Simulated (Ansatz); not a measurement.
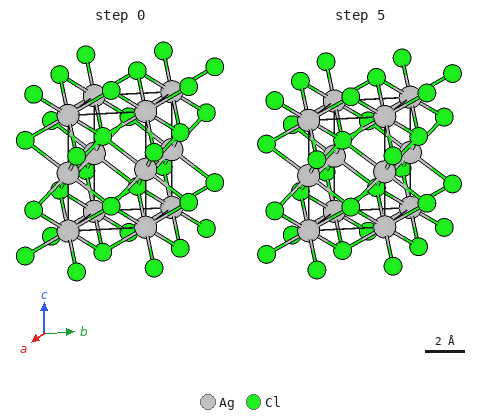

The structure of solid AgCl (built on the NiAs type) before (left) and after (right) a relaxation, at one scale.

A ball-and-stick model of the cell of the calculation, seen slightly off an axis.

These are results of Ansatz, DFT, PBEsol, plane waves, PAW, not measurements.

Input file:
```yaml
crystal:
  lattice:
    - [4.0739374315, 0.0, 0.0]
    - [-2.0369687158, 3.5281333091, 0.0]
    - [0.0, 0.0, 6.1998351357]
  atoms:
    - { symbol: Ag, position: [0.0, 0.0, 0.0] }
    - { symbol: Ag, position: [0.0, 0.0, 0.5] }
    - { symbol: Cl, position: [0.3333333333, 0.6666666667, 0.25] }
    - { symbol: Cl, position: [0.6666666667, 0.3333333333, 0.75] }
kpoints:
  mp_grid: { grid: [6, 6, 4] }
hamiltonian:
  xc: pbesol
scf:
  occupations: { method: fermi_dirac, width: 0.02 }
relax:
  f_tol: 0.005
  cell: {}
```

What changed between the two?

Answer. No atom moves by more than 0.005 Å relative to the cell. The drawn cell changes as follows: a = b 4.074 → 3.998 Å (−1.9 %), c 6.200 → 5.911 Å (−4.7 %); the volume changes by −8.2 %. Among the contacts that change: Ag1–Cl3 2.817 → 2.741 Å. The space group stays P6_3/mmc (No. 194). The energy falls by 25.3 meV per atom in 4 accepted moves (5 points after the start). All forces vanish by symmetry, so only the cell relaxes. Pressure: −3.94 GPa at the start and 0.01 GPa at the end. At 1 point the geometry stayed and the basis and grid were re-selected for the new cell (energy shift of 0.3 meV per atom at most each time). The run took about 23 core-seconds on a shared host.
